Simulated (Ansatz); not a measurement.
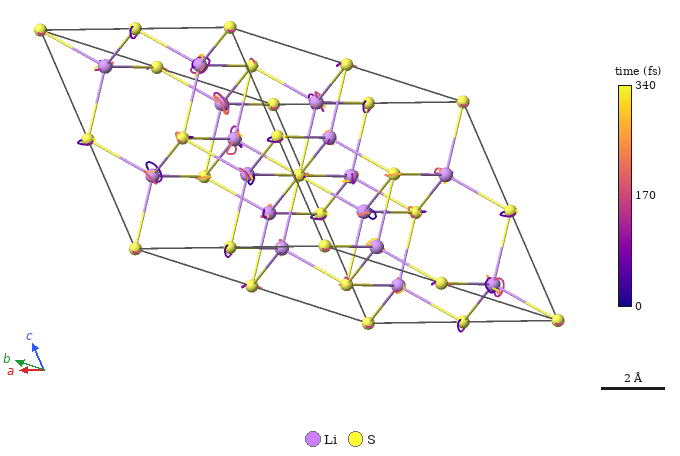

First-principles dynamics of a 24-atom cell of Li2S (set up in Fm-3m), 340 fs long. Lines trace each atom's path, coloured by time; spheres stand at the starting positions. Seen from a free direction in the reduced simulation cell.

Theory: DFT PBE-D3(BJ), scalar-relativistic, plane waves, PAW (Ansatz 0.2.0). Set-up: plane-wave cutoff 420 eV; k-point mesh 2 × 2 × 2; Fermi-Dirac smearing 0.05 eV; low-accuracy preset; Langevin thermostat (NVT); set temperature 700 K; time step 1 fs; friction 0.005 per fs.

> Describe the motion.

Root-mean-square distances from the starting positions over the second half, with the common drift of all atoms taken out: Li 0.24 Å, S 0.20 Å. That is small against the typical shortest distance between atoms in the first frame, about 2.5 Å: the atoms vibrate about their sites and the arrangement holds. Over the second half the temperature averages 570 K (spread ±75 K). The potential energy in the second half lies on average 74.6 meV per atom above the first frame.

Limits of the set-up: the program's low-accuracy preset was used.
